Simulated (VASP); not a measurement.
MnSi: efg calculation (part 2 of 3)

The same run, continued: MnSi (8 atoms in the cell); Kohn-Sham DFT of a periodic cell, PBEsol, VASP PAW PBE potentials, recommended, spin-polarised (VASP 6.6.1); cutoff 520 eV, 7×7×7 k-mesh, fermi-dirac of 0.05 eV, collinear spins. The structure derives from an entry of the Crystallography Open Database.

Geometry of the input (Å; fractional positions):
```
4.5480  0.0000  0.0000
0.0000  4.5480  0.0000
0.0000  0.0000  4.5480
Mn 0.1380  0.1380  0.1380
Mn 0.3620  0.8620  0.6380
Mn 0.6380  0.3620  0.8620
Mn 0.8620  0.6380  0.3620
Si 0.8460  0.8460  0.8460
Si 0.6540  0.1540  0.3460
Si 0.3460  0.6540  0.1540
Si 0.1540  0.3460  0.6540
```

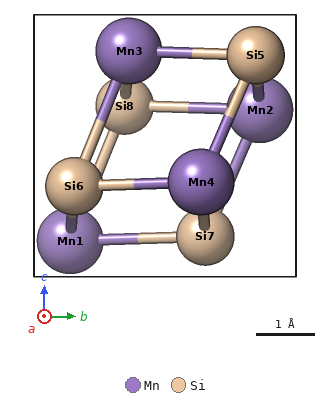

Figure 1. The input geometry (ball-and-stick view of the cell of the calculation, along the a axis; atoms are numbered from 1 in the order of the input).

**Parts of OUTCAR, continued**
```
 k-point     1 :       0.0000    0.0000    0.0000
  band No.  band energies     occupation
      1     -37.4733      1.00000
      2     -37.4733      1.00000
      3     -37.4733      1.00000
      4     -37.4043      1.00000
      5     -37.4043      1.00000
      6     -37.4014      1.00000
      7     -37.4014      1.00000
      8     -37.4014      1.00000
      9     -37.3241      1.00000
     10     -37.3241      1.00000
     11     -37.3241      1.00000
     12     -37.2697      1.00000
     13      -1.9887      1.00000
     14       3.0169      1.00000
     15       3.0169      1.00000
     16       3.0169      1.00000
     17       5.9099      1.00000
     18       5.9099      1.00000
     19       5.9099      1.00000
     20       7.2715      1.00000
     21       7.2715      1.00000
     22       7.2715      1.00000
     23       7.8423      1.00000
     24       8.0678      1.00000
     25       8.0678      1.00000
     26       8.3508      1.00000
     27       8.3508      1.00000
     28       8.3508      1.00000
     29       8.8703      1.00000
     30       8.8703      1.00000
     31       8.8703      1.00000
     32      10.4026      0.99944
     33      10.4026      0.99944
     34      10.4026      0.99944
     35      10.4699      0.99786
     36      10.4699      0.99786
     37      11.4741      0.00000
     38      11.4741      0.00000
     39      11.4741      0.00000
     40      13.6508      0.00000
     41      13.6508      0.00000
     42      13.6508      0.00000
     43      14.3663      0.00000
     44      14.3663      0.00000
     45      14.8491      0.00000
     46      14.8491      0.00000

 k-point     2 :       0.1429    0.0000    0.0000
  band No.  band energies     occupation
      1     -37.4854      1.00000
      2     -37.4768      1.00000
      3     -37.4581      1.00000
      4     -37.4109      1.00000
      5     -37.4089      1.00000
      6     -37.4009      1.00000
      7     -37.3994      1.00000
      8     -37.3909      1.00000
      9     -37.3258      1.00000
     10     -37.3248      1.00000
     11     -37.3207      1.00000
     12     -37.2723      1.00000
     13      -1.8429      1.00000
     14       2.2065      1.00000
     15       3.0979      1.00000
     16       3.6128      1.00000
     17       5.4072      1.00000
     18       5.9989      1.00000
     19       6.4476      1.00000
     20       6.6690      1.00000
     21       6.9874      1.00000
     22       7.7826      1.00000
     23       7.9336      1.00000
     24       8.0787      1.00000
     25       8.2074      1.00000
     26       8.3330      1.00000
     27       8.3687      1.00000
     28       8.3903      1.00000
     29       8.7299      1.00000
     30       8.8590      1.00000
     31       9.1005      1.00000
     32      10.2144      0.99999
     33      10.2352      0.99998
     34      10.4326      0.99898
     35      10.4748      0.99763
     36      10.6494      0.92774
     37      11.2481      0.00008
     38      11.4200      0.00000
     39      11.8178      0.00000
     40      13.1923      0.00000
     41      13.4246      0.00000
     42      13.7114      0.00000
     43      13.7985      0.00000
     44      14.5597      0.00000
     45      15.0494      0.00000
     46      15.1662      0.00000

 k-point     3 :       0.2857    0.0000    0.0000
  band No.  band energies     occupation
      1     -37.4927      1.00000
      2     -37.4843      1.00000
      3     -37.4420      1.00000
      4     -37.4164      1.00000
      5     -37.4156      1.00000
      6     -37.4010      1.00000
      7     -37.3931      1.00000
      8     -37.3834      1.00000
      9     -37.3268      1.00000
     10     -37.3263      1.00000
     11     -37.3139      1.00000
     12     -37.2798      1.00000
     13      -1.4131      1.00000
     14       1.2034      1.00000
     15       3.3328      1.00000
     16       4.0513      1.00000
     17       5.0985      1.00000
     18       6.1115      1.00000
     19       6.2118      1.00000
     20       6.5695      1.00000
     21       7.0231      1.00000
     22       7.5022      1.00000
     23       8.1676      1.00000
     24       8.2044      1.00000
     25       8.3282      1.00000
     26       8.3431      1.00000
     27       8.4586      1.00000
     28       8.4920      1.00000
     29       8.7460      1.00000
     30       8.8992      1.00000
     31       9.2035      1.00000
     32       9.8708      1.00000
     33      10.1545      1.00000
     34      10.3272      0.99988
     35      10.5036      0.99580
     36      10.7413      0.67140
     37      11.0652      0.00313
     38      11.2682      0.00005
     39      12.2870      0.00000
     40      12.9090      0.00000
     41      13.0556      0.00000
     42      13.2215      0.00000
     43      13.8264      0.00000
     44      14.8819      0.00000
     45      15.3764      0.00000
     46      15.4245      0.00000

 k-point     4 :       0.4286    0.0000    0.0000
  band No.  band energies     occupation
      1     -37.4946      1.00000
      2     -37.4913      1.00000
      3     -37.4289      1.00000
      4     -37.4218      1.00000
      5     -37.4154      1.00000
      6     -37.4075      1.00000
      7     -37.3857      1.00000
      8     -37.3818      1.00000
      9     -37.3274      1.00000
     10     -37.3274      1.00000
     11     -37.3032      1.00000
     12     -37.2909      1.00000
     13      -0.7238      1.00000
     14       0.1772      1.00000
     15       3.6894      1.00000
     16       4.0577      1.00000
     17       5.2136      1.00000
     18       5.7220      1.00000
     19       6.2126      1.00000
     20       6.4168      1.00000
     21       7.4456      1.00000
     22       7.4460      1.00000
     23       8.0280      1.00000
     24       8.1890      1.00000
     25       8.2867      1.00000
     26       8.3635      1.00000
     27       8.4440      1.00000
     28       8.4611      1.00000
     29       8.7999      1.00000
     30       9.0132      1.00000
     31       9.3545      1.00000
     32       9.6201      1.00000
     33      10.1479      1.00000
     34      10.2176      0.99999
     35      10.5908      0.97646
     36      10.6954      0.83649
     37      10.9732      0.01938
     38      11.0722      0.00272
     39      12.4234      0.00000
     40      12.6627      0.00000
     41      12.8287      0.00000
     42      12.9373      0.00000
     43      14.9992      0.00000
     44      15.2935      0.00000
     45      15.6003      0.00000
     46      15.6701      0.00000

 k-point     5 :       0.1429    0.1429    0.0000
  band No.  band energies     occupation
      1     -37.4899      1.00000
      2     -37.4764      1.00000
      3     -37.4547      1.00000
      4     -37.4145      1.00000
      5     -37.4064      1.00000
      6     -37.4045      1.00000
      7     -37.3982      1.00000
      8     -37.3858      1.00000
      9     -37.3277      1.00000
     10     -37.3255      1.00000
     11     -37.3169      1.00000
     12     -37.2746      1.00000
     13      -1.6983      1.00000
     14       2.0553      1.00000
     15       2.8041      1.00000
     16       3.8914      1.00000
     17       5.2892      1.00000
     18       6.0456      1.00000
     19       6.1702      1.00000
     20       6.6492      1.00000
     21       7.1580      1.00000
     22       7.7711      1.00000
     23       7.8839      1.00000
     24       8.2193      1.00000
     25       8.3097      1.00000
     26       8.3484      1.00000
     27       8.3696      1.00000
     28       8.4381      1.00000
     29       8.6845      1.00000
     30       8.8742      1.00000
     31       9.2112      1.00000
     32      10.1345      1.00000
     33      10.2058      0.99999
     34      10.3549      0.99978
     35      10.4486      0.99860
     36      10.6798      0.87476
     37      11.1490      0.00059
     38      11.4640      0.00000
     39      11.8895      0.00000
     40      13.0758      0.00000
     41      13.2030      0.00000
     42      13.7777      0.00000
     43      13.8221      0.00000
     44      14.2030      0.00000
     45      15.1109      0.00000
     46      15.3171      0.00000

 [... the levels of 18 k-points are left out ...]

 k-point    24 :       0.4286    0.4286    0.4286
  band No.  band energies     occupation
      1     -37.4848      1.00000
      2     -37.4828      1.00000
      3     -37.4701      1.00000
      4     -37.4677      1.00000
      5     -37.3829      1.00000
      6     -37.3791      1.00000
      7     -37.3750      1.00000
      8     -37.3717      1.00000
      9     -37.3249      1.00000
     10     -37.3230      1.00000
     11     -37.3084      1.00000
     12     -37.3078      1.00000
     13       1.3320      1.00000
     14       1.6193      1.00000
     15       2.1047      1.00000
     16       2.3469      1.00000
     17       4.2326      1.00000
     18       4.4523      1.00000
     19       5.1162      1.00000
     20       5.3156      1.00000
     21       7.8329      1.00000
     22       7.9220      1.00000
     23       7.9766      1.00000
     24       8.0730      1.00000
     25       8.1930      1.00000
     26       8.2633      1.00000
     27       8.3275      1.00000
     28       8.3287      1.00000
     29       9.6414      1.00000
     30       9.7423      1.00000
     31       9.9210      1.00000
     32       9.9287      1.00000
     33       9.9665      1.00000
     34      10.0238      1.00000
     35      10.0879      1.00000
     36      10.0931      1.00000
     37      11.1771      0.00034
     38      11.2193      0.00014
     39      11.4938      0.00000
     40      11.5547      0.00000
     41      14.9384      0.00000
     42      15.3476      0.00000
     43      15.7332      0.00000
     44      16.3961      0.00000
     45      16.4635      0.00000
     46      16.6068      0.00000
 Fermi energy:        10.7770269003

 spin component 2

 k-point     1 :       0.0000    0.0000    0.0000
  band No.  band energies     occupation
      1     -36.4783      1.00000
      2     -36.4783      1.00000
      3     -36.4783      1.00000
      4     -36.3969      1.00000
      5     -36.2748      1.00000
      6     -36.2748      1.00000
      7     -36.2748      1.00000
      8     -36.2022      1.00000
      9     -36.2022      1.00000
     10     -36.1747      1.00000
     11     -36.1747      1.00000
     12     -36.1747      1.00000
     13      -1.9801      1.00000
     14       3.0951      1.00000
     15       3.0951      1.00000
     16       3.0951      1.00000
     17       6.0845      1.00000
     18       6.0845      1.00000
     19       6.0845      1.00000
     20       7.6664      1.00000
     21       7.6664      1.00000
     22       7.6664      1.00000
     23       8.4447      1.00000
     24       8.4447      1.00000
     25       8.4461      1.00000
     26       8.9433      1.00000
     27       8.9433      1.00000
     28       8.9433      1.00000
     29       9.3839      1.00000
     30       9.3839      1.00000
     31       9.3839      1.00000
     32      11.3974      0.00000
     33      11.3974      0.00000
     34      11.3974      0.00000
     35      11.7075      0.00000
     36      11.7075      0.00000
     37      12.2694      0.00000
     38      12.2694      0.00000
     39      12.2694      0.00000
     40      14.1400      0.00000
     41      14.1400      0.00000
     42      14.1400      0.00000
     43      14.7751      0.00000
     44      14.7751      0.00000
     45      15.4668      0.00000
     46      15.4668      0.00000

 k-point     2 :       0.1429    0.0000    0.0000
  band No.  band energies     occupation
      1     -36.4865      1.00000
      2     -36.4797      1.00000
      3     -36.4663      1.00000
      4     -36.3999      1.00000
      5     -36.2876      1.00000
      6     -36.2784      1.00000
      7     -36.2581      1.00000
      8     -36.2015      1.00000
      9     -36.1984      1.00000
     10     -36.1784      1.00000
     11     -36.1776      1.00000
     12     -36.1725      1.00000
     13      -1.8346      1.00000
     14       2.2478      1.00000
     15       3.1825      1.00000
     16       3.7213      1.00000
     17       5.5839      1.00000
     18       6.1732      1.00000
     19       6.6994      1.00000
     20       6.9430      1.00000
     21       7.3033      1.00000
     22       8.2526      1.00000
     23       8.4127      1.00000
     24       8.4942      1.00000
     25       8.7146      1.00000
     26       8.9065      1.00000
     27       8.9879      1.00000
     28       9.0082      1.00000
     29       9.2632      1.00000
     30       9.3466      1.00000
     31       9.6588      1.00000
     32      11.1837      0.00029
     33      11.2960      0.00003
     34      11.5529      0.00000
     35      11.6528      0.00000
     36      11.6981      0.00000
     37      12.0431      0.00000
     38      12.1960      0.00000
     39      12.5328      0.00000
     40      13.8333      0.00000
     41      13.9592      0.00000
     42      14.2682      0.00000
     43      14.4183      0.00000
     44      14.9440      0.00000
     45      15.5669      0.00000
     46      15.6079      0.00000

 k-point     3 :       0.2857    0.0000    0.0000
  band No.  band energies     occupation
      1     -36.4904      1.00000
      2     -36.4831      1.00000
      3     -36.4517      1.00000
      4     -36.4082      1.00000
      5     -36.2952      1.00000
      6     -36.2863      1.00000
      7     -36.2395      1.00000
      8     -36.2005      1.00000
      9     -36.1902      1.00000
     10     -36.1850      1.00000
     11     -36.1829      1.00000
     12     -36.1726      1.00000
     13      -1.4055      1.00000
     14       1.2207      1.00000
     15       3.4373      1.00000
     16       4.1914      1.00000
     17       5.2891      1.00000
     18       6.3061      1.00000
     19       6.3620      1.00000
     20       6.7502      1.00000
     21       7.4346      1.00000
     22       7.9064      1.00000
     23       8.5608      1.00000
     24       8.6179      1.00000
     25       8.9507      1.00000
     26       8.9533      1.00000
     27       9.0044      1.00000
     28       9.1712      1.00000
     29       9.1958      1.00000
     30       9.5953      1.00000
     31       9.8369      1.00000
     32      10.7854      0.45816
     33      11.2534      0.00007
     34      11.5247      0.00000
     35      11.6065      0.00000
     36      11.6748      0.00000
     37      11.8958      0.00000
     38      12.0069      0.00000
     39      12.8315      0.00000
     40      13.6471      0.00000
     41      13.6575      0.00000
     42      13.9829      0.00000
     43      14.4878      0.00000
     44      15.2234      0.00000
     45      15.7769      0.00000
     46      15.7838      0.00000
```
